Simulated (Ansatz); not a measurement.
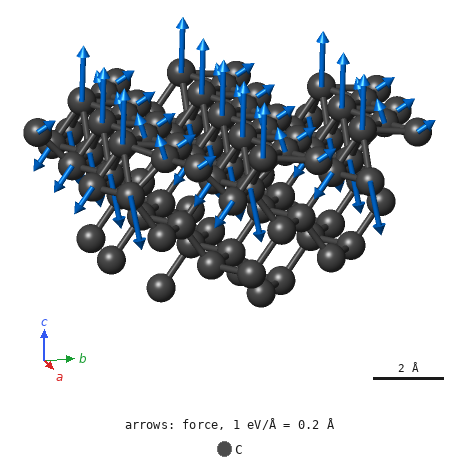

Starting geometry of a slab of composition C (cut from the Fd-3m phase) with the computed forces as blue arrows. The picture is a ball-and-stick view of the atoms within 5.8 Å of the atom that moves most (axes of the 3 × 2 repeat of the cell, outlined in the plane, without the vacuum), seen slightly off an axis.

Case: C put at a hollow C-C-C site. The slab is the (1 1 0) face of C with C on it. 6 atoms are held fixed.

The calculation used DFT PBEsol, scalar-relativistic, plane waves, PAW (Ansatz). Set-up: plane-wave cutoff 420 eV; k-point mesh 11 × 8 × 1; occupations gaussian; smearing width 0.05 eV; collinear spin; dipole correction; atoms relaxed in a fixed cell; force threshold 0.03 eV/Å; at most 70 steps.

### Is this structure relaxed? If not, where do the atoms go?

It isn't relaxed: the largest force vector, on C atoms, is 8.32 eV/Å. The final displacements follow the starting forces only in part (cosine between the two patterns 0.59). Over 11 accepted moves (12 points after the start) the energy falls by 7.846 eV per cell of the calculation. The largest force component goes from 8.3 to 0.0078 eV/Å. The line search rejected the trial step at point 8 of the run. The atom that moves furthest is a C atom (1.31 Å at 32° to the normal (+c side)). The lattice vectors keep their values. Near-neighbour distances that change, for instance: C–C 1.646 → 2.649 Å, C–C 1.763 → 2.755 Å, C–C 1.521 → 2.386 Å, C–C 1.591 → 2.263 Å. New bonds form, among them: C–C (1.93 → 1.53 Å). Bonds break, among them: C–C (1.52 → 2.39 Å), C–C (1.59 → 2.26 Å), C–C (1.65 → 2.65 Å), C–C (1.76 → 2.75 Å). Among the angles between lasting bonds that change: C–C–C 123.3° → 108.2°, C–C–C 100.0° → 110.6°, C–C–C 113.8° → 109.4°. The program noted that the starting moments weren't kept. The run may lie on a higher electronic state than the lowest, so the end point isn't shown to be the ground-state structure. The run took 28 min on 1 thread of Arm Neoverse V2, with other jobs on the host, peak memory 1.2 GiB.

Limits of the set-up: the periodic images lie only 2.5 Å apart, so the values are limited by the cell's size.
